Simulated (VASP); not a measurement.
# Which face does Nb expose?, part 3 of 6

Aim: compare the low-index faces of Nb at one level of theory.

VASP 6.6.1; r2SCAN; plane waves and PAW (Nb_pv).

So far. Step 3 (The bulk reference, job self-consistent run, k-mesh …): The run ends at a pressure of -0.30 GPa. Step 4 (Surface relaxation, 7 atoms, face Nb(110)): The run ended after 11 ionic steps, 0.037 eV below its first step, once the forces on the free atoms met EDIFFG = -0.03.

## Step 5: Potential and states of the slab, 7 atoms, face Nb(110)

A static run writes the electrostatic potential without exchange and correlation (LVHAR), which is flat in the vacuum and gives the level to count from. The dipole correction cancels the field that unlike faces would set up across the vacuum.

INCAR

```
SYSTEM = Nb
PREC = Normal
ENCUT = 320
EDIFF = 1E-06
NELM = 120
ISMEAR = 1
SIGMA = 0.15
LREAL = .FALSE.
ALGO = Normal
METAGGA = R2SCAN
LASPH = .TRUE.
NBANDS = 47
LORBIT = 11
LWAVE = .FALSE.
LCHARG = .TRUE.
KPAR = 4
IDIPOL = 3
LDIPOL = .TRUE.
DIPOL = 0.5 0.5 0.5
LVHAR = .TRUE.
LVACPOTAV = .TRUE.
NEDOS = 1500
```

POSCAR

```
Nb
1.0
    3.3188419198      0.0000000000      0.0000000000
    1.6594209599      2.3467756272      0.0000000000
    0.0000000000      0.0000000000     29.0806537631
Nb
7
Direct
    0.0000000000      0.0000000000      0.2603867581
    0.5000000000      0.0000000000      0.3379382280
    0.0000000000      0.0000000000      0.4189432595
    0.5000000000      0.0000000000      0.5000000000
    0.0000000000      0.0000000000      0.5810567405
    0.5000000000      0.0000000000      0.6620617720
    0.0000000000      0.0000000000      0.7396132419
```

KPOINTS

```
Automatic mesh
0
Gamma
13 13 1
0 0 0
```

PAW data sets: Nb_pv (PBE family, release 64).

Command:

```console
$ mpirun -np 4 vasp_std
```

What it wrote:

```text
[... set-up lines as in an earlier step ...]
 entering main loop
       N       E                     dE             d eps       ncg     rms          rms(c)
DAV:   1     0.668654205620E+03    0.66865E+03   -0.33228E+04  5774   0.117E+03
DAV:   2    -0.135530519916E+03   -0.80418E+03   -0.78424E+03  4965   0.656E+02
DAV:   3    -0.192033556416E+03   -0.56503E+02   -0.52681E+02  7365   0.142E+02
DAV:   4    -0.196188416985E+03   -0.41549E+01   -0.38710E+01  7116   0.379E+01
DAV:   5    -0.196452015997E+03   -0.26360E+00   -0.25488E+00  7796   0.778E+00    0.661E+01
DAV:   6    -0.231743797210E+03   -0.35292E+02   -0.28743E+02  7524   0.115E+02    0.337E+01
DAV:   7    -0.358244835344E+03   -0.12650E+03   -0.35038E+03  8119   0.157E+02    0.171E+02
DAV:   8    -0.410391913912E+03   -0.52147E+02   -0.47058E+02  6792   0.119E+02    0.607E+01
DAV:   9    -0.200419299826E+03    0.20997E+03   -0.33931E+02  7658   0.928E+01    0.262E+01
DAV:  10    -0.176218021505E+03    0.24201E+02   -0.13523E+02  7392   0.531E+01    0.184E+01
DAV:  11    -0.174529280426E+03    0.16887E+01   -0.22814E+01  7516   0.213E+01    0.169E+01
DAV:  12    -0.172407784200E+03    0.21215E+01   -0.46935E+00  7124   0.931E+00    0.120E+01
DAV:  13    -0.172406656776E+03    0.11274E-02   -0.70218E-01  6758   0.508E+00    0.109E+01
DAV:  14    -0.172441540496E+03   -0.34884E-01   -0.72204E-02  6980   0.139E+00    0.108E+01
DAV:  15    -0.172242723712E+03    0.19882E+00   -0.27979E-02  7036   0.106E+00    0.952E+00
DAV:  16    -0.171121272548E+03    0.11215E+01   -0.12322E+00  7036   0.648E+00    0.367E+00
DAV:  17    -0.171208653844E+03   -0.87381E-01   -0.11701E-01  6479   0.216E+00    0.361E+00
DAV:  18    -0.170885412886E+03    0.32324E+00   -0.89095E-01  7140   0.582E+00    0.267E+00
DAV:  19    -0.170920550729E+03   -0.35138E-01   -0.22595E-01  6704   0.356E+00    0.382E+00
DAV:  20    -0.170930888752E+03   -0.10338E-01   -0.44970E-02  8108   0.159E+00    0.351E+00
DAV:  21    -0.170923944917E+03    0.69438E-02   -0.17626E-02  6672   0.115E+00    0.189E+00
DAV:  22    -0.170923304016E+03    0.64090E-03   -0.75097E-03  7020   0.763E-01    0.128E+00
DAV:  23    -0.170915589781E+03    0.77142E-02   -0.74668E-03  6511   0.440E-01    0.108E+00
DAV:  24    -0.170912160142E+03    0.34296E-02   -0.11946E-02  6900   0.492E-01    0.963E-01
DAV:  25    -0.170913439666E+03   -0.12795E-02   -0.26848E-03  6468   0.322E-01    0.841E-01
DAV:  26    -0.170912521276E+03    0.91839E-03   -0.15863E-03  7396   0.220E-01    0.776E-01
DAV:  27    -0.170912696737E+03   -0.17546E-03   -0.28214E-04  6884   0.108E-01    0.748E-01
DAV:  28    -0.170912752818E+03   -0.56080E-04   -0.60559E-05  6956   0.703E-02    0.739E-01
DAV:  29    -0.170912761606E+03   -0.87885E-05   -0.14912E-04  6716   0.964E-02    0.729E-01
DAV:  30    -0.170912776272E+03   -0.14666E-04   -0.83544E-05  7788   0.711E-02    0.736E-01
DAV:  31    -0.170912811010E+03   -0.34738E-04   -0.36898E-05  6308   0.442E-02    0.735E-01
DAV:  32    -0.170912834288E+03   -0.23278E-04   -0.12660E-05  6292   0.259E-02    0.720E-01
DAV:  33    -0.170912860770E+03   -0.26482E-04   -0.73079E-06  4708   0.226E-02    0.614E-01
DAV:  34    -0.170912855670E+03    0.51007E-05   -0.94237E-06  5116   0.195E-02    0.534E-01
DAV:  35    -0.170912835860E+03    0.19810E-04   -0.17243E-05  6876   0.341E-02    0.405E-01
DAV:  36    -0.170912819573E+03    0.16287E-04   -0.12271E-05  6668   0.291E-02    0.303E-01
DAV:  37    -0.170912796050E+03    0.23523E-04   -0.17868E-05  7148   0.330E-02    0.185E-01
DAV:  38    -0.170912792802E+03    0.32477E-05   -0.82066E-06  5980   0.230E-02    0.115E-01
DAV:  39    -0.170912787150E+03    0.56523E-05   -0.46921E-06  4893   0.184E-02    0.721E-02
DAV:  40    -0.170912785418E+03    0.17315E-05   -0.31259E-06  4438   0.130E-02    0.491E-02
DAV:  41    -0.170912783136E+03    0.22822E-05   -0.11523E-05  5788   0.241E-02    0.153E-02
DAV:  42    -0.170912782937E+03    0.19883E-06   -0.23540E-06  4006   0.121E-02
 -----------------------------------------------------------------------------
|                                                                             |
|           W    W    AA    RRRRR   N    N  II  N    N   GGGG   !!!           |
|           W    W   A  A   R    R  NN   N  II  NN   N  G    G  !!!           |
|           W    W  A    A  R    R  N N  N  II  N N  N  G       !!!           |
|           W WW W  AAAAAA  RRRRR   N  N N  II  N  N N  G  GGG   !            |
|           WW  WW  A    A  R   R   N   NN  II  N   NN  G    G                |
|           W    W  A    A  R    R  N    N  II  N    N   GGGG   !!!           |
|                                                                             |
|     Did not find any points to average over, which means that no vacuum     |
|     field-free region was found. Please increase the size of  your cell     |
|     in the dimension of the dipole correction to obtain accurate            |
|     workfunction values.                                                    |
|                                                                             |
 -----------------------------------------------------------------------------

   1 F= -.17091278E+03 E0= -.17091232E+03  d E =-.138763E-02
```

Elapsed: 4.6 min, on 4 MPI ranks of AMD EPYC 9R45, shared host; peak memory 1.1 GiB; 16 min of CPU time.

OUTCAR, selected parts (step 5):

```text
   NELECT =      77.0000    total number of electrons

 dipolmoment           0.000000      0.000000      0.000000 electrons x Angstroem

 E-fermi :   0.8760

 k-point     1 :       0.0000    0.0000    0.0000
  band No.  band energies     occupation
    ...
     32       0.0204      2.00000
     33       0.4926      2.00180
     34       0.4984      2.00214
     35       0.5291      2.00513
     36       0.9084      0.64298
     37       0.9961      0.01953
     38       1.0671     -0.07021
     39       1.1850     -0.01309
     40       1.2379     -0.00339
     41       1.3979     -0.00001
    ...

  Total       -2.6858358     -3.8901419     -0.9167857      0.0000000      0.0000000      0.0000000
  in kB      -18.9988687    -27.5178011     -6.4850913      0.0000000      0.0000000      0.0000000
  external PRESSURE =     -17.6672537 kB  Pullay stress =       0.0000000 kB

 POSITION                                       TOTAL-FORCE (eV/Angst)
 -----------------------------------------------------------------------------------
      0.00000      0.00000      7.57222         0.000000     -0.000000      0.018807
      1.65942      0.00000      9.82746        -0.000000      0.000000      0.017278
      0.00000      0.00000     12.18314        -0.000000      0.000000      0.030817
      1.65942      0.00000     14.54033        -0.000000      0.000000      0.000000
      0.00000      0.00000     16.89751        -0.000000      0.000000     -0.030817
      1.65942      0.00000     19.25319         0.000000      0.000000     -0.017278
      0.00000      0.00000     21.50844         0.000000      0.000000     -0.018807
 -----------------------------------------------------------------------------------
    total drift:                                0.000000     -0.000000      0.000000

  FREE ENERGIE OF THE ION-ELECTRON SYSTEM (eV)
  ---------------------------------------------------
  free  energy   TOTEN  =      -170.9127829374 eV

  energy  without entropy=     -170.9113953073  energy(sigma->0) =     -170.91232039

 vacuum level on the upper side and lower side of the slab         5.473         5.473

[... 7 parts as in an earlier step ...]

[... 10 further parts left out ...]
```

This step gave:

- electronic cycles: 42
- Fermi energy: 0.876 eV
- dipole moment: 0, 0, 0 e·Å
- vacuum levels: 5.473, 5.473 eV
- work functions of the upper and lower face: 4.597, 4.597 eV

The planar average of the electrostatic potential oscillates, so the rows of the table below give means over windows of 2.27 Å about each position, cut where the curve ends. Its maxima inside the range that stand out by 2 % of the span (Å: eV): 8.7: -1.69, 11.0: -0.867, 13.4: -0.890, 15.7: -0.890, 18.1: -0.867, 20.3: -1.69. Its minima: 7.6: -8.45, 9.9: -8.28, 12.2: -8.24, 14.5: -8.27, 16.9: -8.24, 19.2: -8.28, 21.5: -8.45.

Zero at the Fermi level. Table of planar average of the electrostatic potential by height; means over each step:

```
height (Å)  planar average of the electrostatic potential (eV)
      1.14                                                4.60
      3.41                                                4.59
      5.68                                                2.61
      7.95                                               -5.30
     10.22                                               -4.89
     12.49                                               -4.88
     14.76                                               -4.90
     17.03                                               -4.93
     19.30                                               -5.06
     21.57                                               -5.16
     23.84                                                3.78
     26.11                                                4.60
     28.38                                                4.60
```

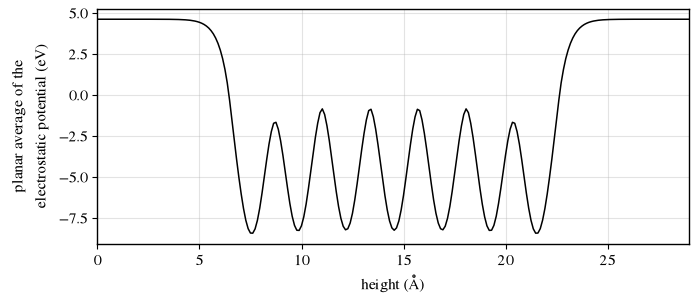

Planar average of the electrostatic potential, plotted against height.

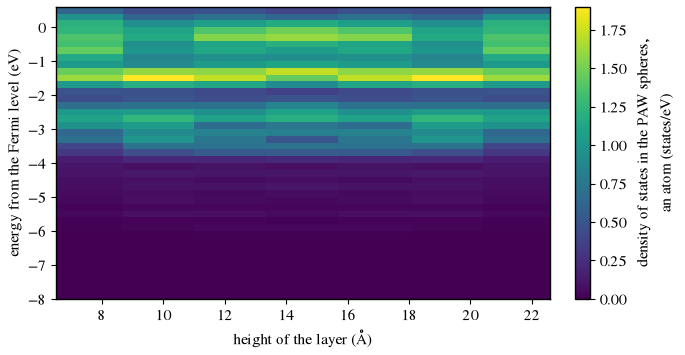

Density of states in the PAW spheres, an atom over height of the layer and energy from the Fermi level.

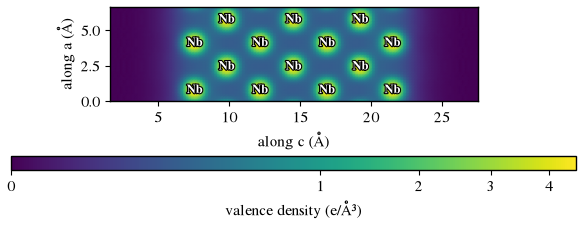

Valence density in the ca plane at fractional y = 0.000, with atoms of Nb within 0.2 Å of it. It is the smooth field of the valence electrons, not physical close to the nuclei. The map starts off the cell's origin, so that atoms lie inside it. The colour scale is stretched toward low values. The far vacuum is left out of the map.

The map of layer states is cut here 0.5 eV above the Fermi level, so it leaves out the states above that.

The vacuum level lies 4.60 eV above the Fermi level at the upper face; both faces agree, as the slab has next to no dipole.

The program found no field-free point at its default tolerance, but its printed level agrees with the flat part of the planar average.

On this mesh the fine structure of the density of states is sampling noise, and high empty states may be cut by the number of bands.

[end of part 3 of 6]

[Lines on the potential files, build, host, timing and source positions are cut from VASP's logs without a mark.]

[Logs are printed without paths, hosts, clocks, repeated set-up lines and the standing remarks that a program may print on its own settings, such as how far it seeks lower states.]

[Hosts, paths, dates, database ids (printed as entryN), source tags and the programs' standing remarks are cut or masked in the printed files.]

[Runs that stopped without an error message from VASP are left out.]
